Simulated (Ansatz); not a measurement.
## Geometry relaxation, with input and output: BN (part 2 of 3)

Continued. System: BN (P6₃/mmc, 4 atoms in the cell). Method: DFT PBE, scalar-relativistic, plane waves, PAW, no spin polarisation (Ansatz 0.2.0); cutoff 420 eV, 12×12×4 k-mesh, Gaussian smearing of 0.02 eV. The structure derives from a Materials Project entry.

Geometry of the input (Å; fractional positions):
```
2.5124  0.0000  0.0000
-1.2562  2.1758  0.0000
0.0000  0.0000  7.7073
B  0.3333  0.6667  0.2500
B  0.6667  0.3333  0.7500
N  0.3333  0.6667  0.7500
N  0.6667  0.3333  0.2500
```

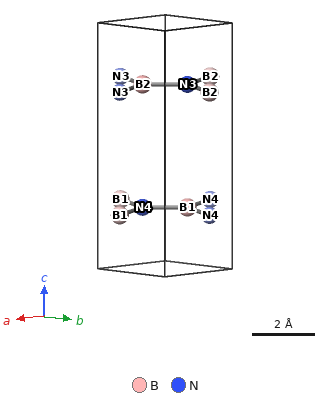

The geometry at step 10 of the log (ball-and-stick view of the cell of the calculation, seen at an oblique angle; neighbours outside the cell are drawn fainter; atoms are numbered from 1 in the order of the input).

### Log, continued
```
SCF iter   1: F=—  HF=-1084.857148 eV  |F-HF|=—  |Δ(HF+E_count)|=         —  Δρ=2.61e-4  dr2=5.07e-5  ethr=4.26e-7  ⟨swp⟩=2.1  Hψ=5038  notcnv=0
preconditioner: auto → none  [insulator: Δε(μ)=4.492 eV  Ē_g=15.421 eV  σ=0.020 eV  W_gap=1.00  n_scr=4 (ndim 8)  ℏωp=22.5 eV  f_vac=0.196  D(μ)=0.00/eV (n_scr^D=0)  ε∞_Penn≈3.1]
SCF iter   2: F=—  HF=-1084.857157 eV  |F-HF|=—  |Δ(HF+E_count)|=   8.73e-6  Δρ=1.44e-4  dr2=6.68e-6  ethr=3.17e-7  ⟨swp⟩=2.0  Hψ=1076  notcnv=0
SCF iter   3: F=—  HF=-1084.857157 eV  |F-HF|=—  |Δ(HF+E_count)|=   1.41e-7  Δρ=4.67e-5  dr2=1.03e-6  ethr=4.18e-8  ⟨swp⟩=2.4  Hψ=1158  notcnv=0
SCF iter   4: F=—  HF=-1084.857156 eV  |F-HF|=—  |Δ(HF+E_count)|=   5.70e-7  Δρ=1.31e-5  dr2=3.45e-8  ethr=6.43e-9  ⟨swp⟩=3.0  Hψ=1174  notcnv=0
SCF iter   5: F=—  HF=-1084.857156 eV  |F-HF|=—  |Δ(HF+E_count)|=   3.96e-8  Δρ=9.00e-7  dr2=2.04e-10  ethr=2.16e-10  ⟨swp⟩=2.8  Hψ=1151  notcnv=0
SCF iter   6: F=-1084.857156 eV  HF=-1084.857156 eV  |F-HF|=0.00e0  |Δ(HF+E_count)|=  1.02e-10  Δρ=1.27e-7  dr2=4.70e-12  ethr=1.00e-12  ⟨swp⟩=4.9  Hψ=2474  notcnv=0
SCF 6 converged in 6 iterations: F = -1084.857156 eV  dr2 = 4.70e-12
relax step   6: F+E_penalty+E_count = -1084.85715646 eV  Δ(F+E_penalty+E_count) = +3.292e-4 eV  max|allowed force component| = 4.464e-16 eV/Å  Δτ_max = 0.0000 Å  P = +0.007 GPa  Ω = 43.718 Å³  energy of the carried Pulay correction = -2.325e-3 eV  (6 SCF iters, accepted)
iter 1 solved again at ethr=4.46e-8 eV; its pass at ethr=3.10e-3 eV (dr2=7.14e-6 eV) is discarded
SCF iter   1: F=—  HF=-1084.859878 eV  |F-HF|=—  |Δ(HF+E_count)|=         —  Δρ=1.24e-4  dr2=8.77e-7  ethr=4.46e-8  ⟨swp⟩=3.4  Hψ=6361  notcnv=0
preconditioner: auto → none  [insulator: Δε(μ)=4.497 eV  Ē_g=15.424 eV  σ=0.020 eV  W_gap=1.00  n_scr=4 (ndim 8)  ℏωp=22.5 eV  f_vac=0.195  D(μ)=0.00/eV (n_scr^D=0)  ε∞_Penn≈3.1]
SCF iter   2: F=—  HF=-1084.859910 eV  |F-HF|=—  |Δ(HF+E_count)|=   3.17e-5  Δρ=6.13e-5  dr2=2.23e-7  ethr=5.48e-9  ⟨swp⟩=2.0  Hψ=1200  notcnv=0
SCF iter   3: F=—  HF=-1084.859913 eV  |F-HF|=—  |Δ(HF+E_count)|=   3.28e-6  Δρ=2.04e-5  dr2=6.53e-8  ethr=1.39e-9  ⟨swp⟩=2.0  Hψ=1125  notcnv=0
SCF iter   4: F=—  HF=-1084.859913 eV  |F-HF|=—  |Δ(HF+E_count)|=   2.28e-7  Δρ=2.26e-6  dr2=5.91e-10  ethr=4.08e-10  ⟨swp⟩=2.0  Hψ=1140  notcnv=0
SCF iter   5: F=-1084.859913 eV  HF=-1084.859913 eV  |F-HF|=6.03e-11  |Δ(HF+E_count)|=   2.51e-9  Δρ=3.12e-7  dr2=1.17e-11  ethr=1.00e-12  ⟨swp⟩=3.2  Hψ=2866  notcnv=0
SCF 7 converged in 5 iterations: F = -1084.859913 eV  dr2 = 1.17e-11
relax step   7: F+E_penalty+E_count = -1084.85991338 eV  Δ(F+E_penalty+E_count) = -2.757e-3 eV  max|allowed force component| = 4.938e-16 eV/Å  Δτ_max = 0.0000 Å  P = +0.099 GPa  Ω = 43.718 Å³  stress off target by 1.76e-1 GPa  SCF on the basis re-selected at this cell (its energy is not comparable with the rows above)  (5 SCF iters)
basis re-selected at this cell: Δ(F+E_penalty+E_count) = -2.757e-3 eV, ΔP = +0.092 GPa vs the last step (what re-selecting the basis moved, of the pressure what is left beyond the Pulay correction that the steps carried, after the strain that the cell walked since its last selection, with what the two solves' SCF thresholds leave and, on support functions, any second-order correction that the steps lacked; it is no measure of the basis error at this ecutwfc). This SCF's stress stands 1.76e-1 GPa from its target on what of the cell is left free (relax.cell.stress_tol is 5.00e-2 GPa) and its largest allowed force component is 4.94e-16 eV/Å (relax.f_tol is 5.00e-3 eV/Å): not within both, so this SCF does not close the relaxation
Crystal: 4 atoms, lattice volume = 44.188 Å³
iter 1 solved again at ethr=6.69e-6 eV; its pass at ethr=3.10e-3 eV (dr2=1.07e-3 eV) is discarded
SCF iter   1: F=—  HF=-1084.858826 eV  |F-HF|=—  |Δ(HF+E_count)|=         —  Δρ=1.21e-3  dr2=1.12e-3  ethr=6.69e-6  ⟨swp⟩=2.0  Hψ=5447  notcnv=0
preconditioner: auto → none  [insulator: Δε(μ)=4.446 eV  Ē_g=15.389 eV  σ=0.020 eV  W_gap=1.00  n_scr=4 (ndim 8)  ℏωp=22.3 eV  f_vac=0.208  D(μ)=0.00/eV (n_scr^D=0)  ε∞_Penn≈3.1]
SCF iter   2: F=—  HF=-1084.858573 eV  |F-HF|=—  |Δ(HF+E_count)|=   2.53e-4  Δρ=6.72e-4  dr2=1.46e-4  ethr=6.69e-6  ⟨swp⟩=2.1  Hψ=1208  notcnv=0
SCF iter   3: F=—  HF=-1084.858566 eV  |F-HF|=—  |Δ(HF+E_count)|=   6.59e-6  Δρ=2.18e-4  dr2=2.26e-5  ethr=9.12e-7  ⟨swp⟩=2.4  Hψ=1163  notcnv=0
SCF iter   4: F=—  HF=-1084.858615 eV  |F-HF|=—  |Δ(HF+E_count)|=   4.91e-5  Δρ=6.09e-5  dr2=7.56e-7  ethr=1.41e-7  ⟨swp⟩=2.8  Hψ=1221  notcnv=0
SCF iter   5: F=-1084.858616 eV  HF=-1084.858616 eV  |F-HF|=5.64e-11  |Δ(HF+E_count)|=   8.56e-7  Δρ=4.36e-6  dr2=5.01e-9  ethr=4.83e-10  ⟨swp⟩=6.5  Hψ=3508  notcnv=0
SCF 8 converged in 5 iterations: F = -1084.858616 eV  dr2 = 5.01e-9
relax step   8: F+E_penalty+E_count = -1084.85861622 eV  Δ(F+E_penalty+E_count) = +1.297e-3 eV  max|allowed force component| = 1.167e-15 eV/Å  Δτ_max = 0.0000 Å  P = +0.024 GPa  Ω = 44.188 Å³  energy of the carried Pulay correction = -1.632e-3 eV  (5 SCF iters, dr2 threshold 7.73e-8 eV, accepted)
Crystal: 4 atoms, lattice volume = 44.386 Å³
Basis set: ecut = 420 eV, 873 PW (Γ), exchange–correlation on 36×36×108 points (8 copies of the dense FFT grid, shifted against one another)
iter 1 solved again at ethr=1.65e-6 eV; its pass at ethr=3.10e-3 eV (dr2=2.65e-4 eV) is discarded
SCF iter   1: F=—  HF=-1084.857923 eV  |F-HF|=—  |Δ(HF+E_count)|=         —  Δρ=5.02e-4  dr2=1.93e-4  ethr=1.65e-6  ⟨swp⟩=2.1  Hψ=5166  notcnv=0
preconditioner: auto → none  [insulator: Δε(μ)=4.449 eV  Ē_g=15.390 eV  σ=0.020 eV  W_gap=1.00  n_scr=4 (ndim 8)  ℏωp=22.3 eV  f_vac=0.209  D(μ)=0.00/eV (n_scr^D=0)  ε∞_Penn≈3.1]
SCF iter   2: F=—  HF=-1084.857879 eV  |F-HF|=—  |Δ(HF+E_count)|=   4.37e-5  Δρ=2.81e-4  dr2=2.56e-5  ethr=1.21e-6  ⟨swp⟩=2.1  Hψ=1038  notcnv=0
SCF iter   3: F=—  HF=-1084.857935 eV  |F-HF|=—  |Δ(HF+E_count)|=   5.61e-5  Δρ=9.10e-5  dr2=3.99e-6  ethr=1.60e-7  ⟨swp⟩=2.0  Hψ=1197  notcnv=0
SCF iter   4: F=—  HF=-1084.857936 eV  |F-HF|=—  |Δ(HF+E_count)|=   8.89e-7  Δρ=2.57e-5  dr2=1.34e-7  ethr=2.50e-8  ⟨swp⟩=2.9  Hψ=1169  notcnv=0
SCF iter   5: F=-1084.857936 eV  HF=-1084.857936 eV  |F-HF|=1.41e-10  |Δ(HF+E_count)|=   1.47e-7  Δρ=1.55e-6  dr2=5.94e-10  ethr=4.26e-11  ⟨swp⟩=3.2  Hψ=3031  notcnv=0
SCF 9 converged in 5 iterations: F = -1084.857936 eV  dr2 = 5.94e-10
relax step   9: F+E_penalty+E_count = -1084.85793610 eV  Δ(F+E_penalty+E_count) = +6.801e-4 eV  max|allowed force component| = 3.123e-16 eV/Å  Δτ_max = 0.0000 Å  P = -0.003 GPa  Ω = 44.386 Å³  energy of the carried Pulay correction = -2.343e-3 eV  (5 SCF iters, dr2 threshold 6.82e-9 eV, accepted)
Basis set: ecut = 420 eV, 873 PW (Γ), exchange–correlation on 36×36×120 points (8 copies of the dense FFT grid, shifted against one another)
iter 1 solved again at ethr=2.25e-8 eV; its pass at ethr=3.10e-3 eV (dr2=3.61e-6 eV) is discarded
SCF iter   1: F=—  HF=-1084.860398 eV  |F-HF|=—  |Δ(HF+E_count)|=         —  Δρ=1.12e-4  dr2=7.27e-7  ethr=2.25e-8  ⟨swp⟩=3.5  Hψ=6493  notcnv=0
preconditioner: auto → none  [insulator: Δε(μ)=4.459 eV  Ē_g=15.396 eV  σ=0.020 eV  W_gap=1.00  n_scr=4 (ndim 8)  ℏωp=22.3 eV  f_vac=0.211  D(μ)=0.00/eV (n_scr^D=0)  ε∞_Penn≈3.1]
SCF iter   2: F=—  HF=-1084.860426 eV  |F-HF|=—  |Δ(HF+E_count)|=   2.74e-5  Δρ=5.53e-5  dr2=1.83e-7  ethr=4.54e-9  ⟨swp⟩=2.0  Hψ=1135  notcnv=0
SCF iter   3: F=—  HF=-1084.860427 eV  |F-HF|=—  |Δ(HF+E_count)|=   1.86e-6  Δρ=1.89e-5  dr2=5.42e-8  ethr=1.15e-9  ⟨swp⟩=2.0  Hψ=1132  notcnv=0
SCF iter   4: F=—  HF=-1084.860428 eV  |F-HF|=—  |Δ(HF+E_count)|=   1.42e-7  Δρ=2.07e-6  dr2=5.04e-10  ethr=3.39e-10  ⟨swp⟩=2.0  Hψ=1140  notcnv=0
SCF iter   5: F=-1084.860428 eV  HF=-1084.860428 eV  |F-HF|=2.18e-11  |Δ(HF+E_count)|=   1.81e-9  Δρ=1.99e-7  dr2=4.78e-12  ethr=1.00e-12  ⟨swp⟩=3.1  Hψ=2901  notcnv=0
SCF 10 converged in 5 iterations: F = -1084.860428 eV  dr2 = 4.78e-12
relax step  10: F+E_penalty+E_count = -1084.86042762 eV  Δ(F+E_penalty+E_count) = -2.492e-3 eV  max|allowed force component| = 1.827e-16 eV/Å  Δτ_max = 0.0000 Å  P = +0.039 GPa  Ω = 44.386 Å³  stress off target by 1.19e-1 GPa  SCF on the basis re-selected at this cell (its energy is not comparable with the rows above)  (5 SCF iters)
basis re-selected at this cell: Δ(F+E_penalty+E_count) = -2.492e-3 eV, ΔP = +0.042 GPa vs the last step (what re-selecting the basis moved, of the pressure what is left beyond the Pulay correction that the steps carried, after the strain that the cell walked since its last selection, with what the two solves' SCF thresholds leave and, on support functions, any second-order correction that the steps lacked; it is no measure of the basis error at this ecutwfc). The dense FFT grid was sized anew with the basis: this SCF ran on 18×18×60 points, the steps before it on 18×18×54, so part of this shift can come from that change (see relax.cell in the input reference). This SCF's stress stands 1.19e-1 GPa from its target on what of the cell is left free (relax.cell.stress_tol is 5.00e-2 GPa) and its largest allowed force component is 1.83e-16 eV/Å (relax.f_tol is 5.00e-3 eV/Å): not within both, so this SCF does not close the relaxation
Crystal: 4 atoms, lattice volume = 44.678 Å³
Basis set: ecut = 420 eV, 885 PW (Γ), exchange–correlation on 36×36×120 points (8 copies of the dense FFT grid, shifted against one another)
iter 1 solved again at ethr=3.56e-6 eV; its pass at ethr=3.10e-3 eV (dr2=5.70e-4 eV) is discarded
SCF iter   1: F=—  HF=-1084.859654 eV  |F-HF|=—  |Δ(HF+E_count)|=         —  Δρ=7.32e-4  dr2=4.16e-4  ethr=3.56e-6  ⟨swp⟩=2.1  Hψ=5146  notcnv=0
preconditioner: auto → none  [insulator: Δε(μ)=4.428 eV  Ē_g=15.374 eV  σ=0.020 eV  W_gap=1.00  n_scr=4 (ndim 8)  ℏωp=22.2 eV  f_vac=0.219  D(μ)=0.00/eV (n_scr^D=0)  ε∞_Penn≈3.1]
SCF iter   2: F=—  HF=-1084.859558 eV  |F-HF|=—  |Δ(HF+E_count)|=   9.60e-5  Δρ=4.09e-4  dr2=5.49e-5  ethr=2.60e-6  ⟨swp⟩=2.1  Hψ=1080  notcnv=0
SCF iter   3: F=—  HF=-1084.859578 eV  |F-HF|=—  |Δ(HF+E_count)|=   2.02e-5  Δρ=1.33e-4  dr2=8.46e-6  ethr=3.43e-7  ⟨swp⟩=2.3  Hψ=1121  notcnv=0
SCF iter   4: F=—  HF=-1084.859581 eV  |F-HF|=—  |Δ(HF+E_count)|=   3.07e-6  Δρ=3.69e-5  dr2=2.83e-7  ethr=5.29e-8  ⟨swp⟩=3.0  Hψ=1177  notcnv=0
SCF iter   5: F=-1084.859582 eV  HF=-1084.859582 eV  |F-HF|=3.21e-10  |Δ(HF+E_count)|=   3.11e-7  Δρ=2.94e-6  dr2=2.31e-9  ethr=2.20e-10  ⟨swp⟩=6.1  Hψ=3462  notcnv=0
SCF 11 converged in 5 iterations: F = -1084.859582 eV  dr2 = 2.31e-9
relax step  11: F+E_penalty+E_count = -1084.85958176 eV  Δ(F+E_penalty+E_count) = +8.459e-4 eV  max|allowed force component| = 5.412e-16 eV/Å  Δτ_max = 0.0000 Å  P = +0.022 GPa  Ω = 44.678 Å³  energy of the carried Pulay correction = -1.005e-3 eV  (5 SCF iters, dr2 threshold 3.51e-8 eV, accepted)
Crystal: 4 atoms, lattice volume = 44.939 Å³
iter 1 solved again at ethr=2.81e-6 eV; its pass at ethr=3.10e-3 eV (dr2=4.50e-4 eV) is discarded
SCF iter   1: F=—  HF=-1084.858743 eV  |F-HF|=—  |Δ(HF+E_count)|=         —  Δρ=6.49e-4  dr2=3.31e-4  ethr=2.81e-6  ⟨swp⟩=2.1  Hψ=5117  notcnv=0
preconditioner: auto → none  [insulator: Δε(μ)=4.416 eV  Ē_g=15.364 eV  σ=0.020 eV  W_gap=1.00  n_scr=6 (ndim 8)  ℏωp=22.2 eV  f_vac=0.221  D(μ)=0.00/eV (n_scr^D=0)  ε∞_Penn≈3.1]
SCF iter   2: F=—  HF=-1084.858667 eV  |F-HF|=—  |Δ(HF+E_count)|=   7.62e-5  Δρ=3.62e-4  dr2=4.33e-5  ethr=2.07e-6  ⟨swp⟩=2.1  Hψ=1058  notcnv=0
SCF iter   3: F=—  HF=-1084.858688 eV  |F-HF|=—  |Δ(HF+E_count)|=   2.11e-5  Δρ=1.17e-4  dr2=6.68e-6  ethr=2.71e-7  ⟨swp⟩=2.3  Hψ=1127  notcnv=0
SCF iter   4: F=—  HF=-1084.858692 eV  |F-HF|=—  |Δ(HF+E_count)|=   3.41e-6  Δρ=3.29e-5  dr2=2.25e-7  ethr=4.18e-8  ⟨swp⟩=3.0  Hψ=1178  notcnv=0
SCF iter   5: F=-1084.858692 eV  HF=-1084.858692 eV  |F-HF|=5.46e-12  |Δ(HF+E_count)|=   2.47e-7  Δρ=2.42e-6  dr2=1.50e-9  ethr=4.87e-11  ⟨swp⟩=3.5  Hψ=3304  notcnv=0
SCF 12 converged in 5 iterations: F = -1084.858692 eV  dr2 = 1.50e-9
relax step  12: F+E_penalty+E_count = -1084.85869196 eV  Δ(F+E_penalty+E_count) = +8.898e-4 eV  max|allowed force component| = 1.180e-16 eV/Å  Δτ_max = 0.0000 Å  P = +0.001 GPa  Ω = 44.939 Å³  energy of the carried Pulay correction = -1.939e-3 eV  (5 SCF iters, dr2 threshold 7.79e-9 eV, accepted)
iter 1 solved again at ethr=1.99e-8 eV; its pass at ethr=3.10e-3 eV (dr2=3.19e-6 eV) is discarded
SCF iter   1: F=—  HF=-1084.860809 eV  |F-HF|=—  |Δ(HF+E_count)|=         —  Δρ=9.52e-5  dr2=5.44e-7  ethr=1.99e-8  ⟨swp⟩=3.5  Hψ=6487  notcnv=0
preconditioner: auto → none  [insulator: Δε(μ)=4.431 eV  Ē_g=15.373 eV  σ=0.020 eV  W_gap=1.00  n_scr=6 (ndim 8)  ℏωp=22.2 eV  f_vac=0.221  D(μ)=0.00/eV (n_scr^D=0)  ε∞_Penn≈3.1]
SCF iter   2: F=—  HF=-1084.860838 eV  |F-HF|=—  |Δ(HF+E_count)|=   2.85e-5  Δρ=4.65e-5  dr2=1.34e-7  ethr=3.40e-9  ⟨swp⟩=2.0  Hψ=1140  notcnv=0
SCF iter   3: F=—  HF=-1084.860839 eV  |F-HF|=—  |Δ(HF+E_count)|=   1.11e-6  Δρ=1.60e-5  dr2=3.81e-8  ethr=8.35e-10  ⟨swp⟩=2.0  Hψ=1120  notcnv=0
SCF iter   4: F=—  HF=-1084.860839 eV  |F-HF|=—  |Δ(HF+E_count)|=   8.75e-8  Δρ=1.79e-6  dr2=3.71e-10  ethr=2.38e-10  ⟨swp⟩=2.0  Hψ=1140  notcnv=0
SCF iter   5: F=-1084.860839 eV  HF=-1084.860839 eV  |F-HF|=1.34e-11  |Δ(HF+E_count)|=   1.27e-9  Δρ=1.59e-7  dr2=3.72e-12  ethr=1.00e-12  ⟨swp⟩=4.9  Hψ=2468  notcnv=0
SCF 13 converged in 5 iterations: F = -1084.860839 eV  dr2 = 3.72e-12
relax step  13: F+E_penalty+E_count = -1084.86083884 eV  Δ(F+E_penalty+E_count) = -2.147e-3 eV  max|allowed force component| = 5.944e-16 eV/Å  Δτ_max = 0.0000 Å  P = +0.021 GPa  Ω = 44.939 Å³  stress off target by 8.03e-2 GPa  SCF on the basis re-selected at this cell (its energy is not comparable with the rows above)  (5 SCF iters)
basis re-selected at this cell: Δ(F+E_penalty+E_count) = -2.147e-3 eV, ΔP = +0.020 GPa vs the last step (what re-selecting the basis moved, of the pressure what is left beyond the Pulay correction that the steps carried, after the strain that the cell walked since its last selection, with what the two solves' SCF thresholds leave and, on support functions, any second-order correction that the steps lacked; it is no measure of the basis error at this ecutwfc). This SCF's stress stands 8.03e-2 GPa from its target on what of the cell is left free (relax.cell.stress_tol is 5.00e-2 GPa) and its largest allowed force component is 5.94e-16 eV/Å (relax.f_tol is 5.00e-3 eV/Å): not within both, so this SCF does not close the relaxation
Crystal: 4 atoms, lattice volume = 45.296 Å³
iter 1 solved again at ethr=5.35e-6 eV; its pass at ethr=3.10e-3 eV (dr2=8.55e-4 eV) is discarded
SCF iter   1: F=—  HF=-1084.859847 eV  |F-HF|=—  |Δ(HF+E_count)|=         —  Δρ=8.81e-4  dr2=6.17e-4  ethr=5.35e-6  ⟨swp⟩=2.1  Hψ=5189  notcnv=0
preconditioner: auto → none  [insulator: Δε(μ)=4.392 eV  Ē_g=15.346 eV  σ=0.020 eV  W_gap=1.00  n_scr=6 (ndim 8)  ℏωp=22.1 eV  f_vac=0.229  D(μ)=0.00/eV (n_scr^D=0)  ε∞_Penn≈3.1]
SCF iter   2: F=—  HF=-1084.859700 eV  |F-HF|=—  |Δ(HF+E_count)|=   1.47e-4  Δρ=4.94e-4  dr2=8.13e-5  ethr=3.86e-6  ⟨swp⟩=2.1  Hψ=1142  notcnv=0
SCF iter   3: F=—  HF=-1084.859719 eV  |F-HF|=—  |Δ(HF+E_count)|=   1.86e-5  Δρ=1.59e-4  dr2=1.24e-5  ethr=5.08e-7  ⟨swp⟩=2.3  Hψ=1154  notcnv=0
SCF iter   4: F=—  HF=-1084.859722 eV  |F-HF|=—  |Δ(HF+E_count)|=   3.09e-6  Δρ=4.47e-5  dr2=4.19e-7  ethr=7.75e-8  ⟨swp⟩=3.0  Hψ=1177  notcnv=0
SCF iter   5: F=-1084.859722 eV  HF=-1084.859722 eV  |F-HF|=4.93e-10  |Δ(HF+E_count)|=   4.51e-7  Δρ=3.54e-6  dr2=3.39e-9  ethr=1.01e-10  ⟨swp⟩=3.4  Hψ=3212  notcnv=0
SCF 14 converged in 5 iterations: F = -1084.859722 eV  dr2 = 3.39e-9
relax step  14: F+E_penalty+E_count = -1084.85972208 eV  Δ(F+E_penalty+E_count) = +1.117e-3 eV  max|allowed force component| = 4.464e-16 eV/Å  Δτ_max = 0.0000 Å  P = +0.000 GPa  Ω = 45.296 Å³  energy of the carried Pulay correction = -1.217e-3 eV  (5 SCF iters, dr2 threshold 1.61e-8 eV, accepted)
iter 1 solved again at ethr=1.48e-8 eV; its pass at ethr=3.10e-3 eV (dr2=2.36e-6 eV) is discarded
```
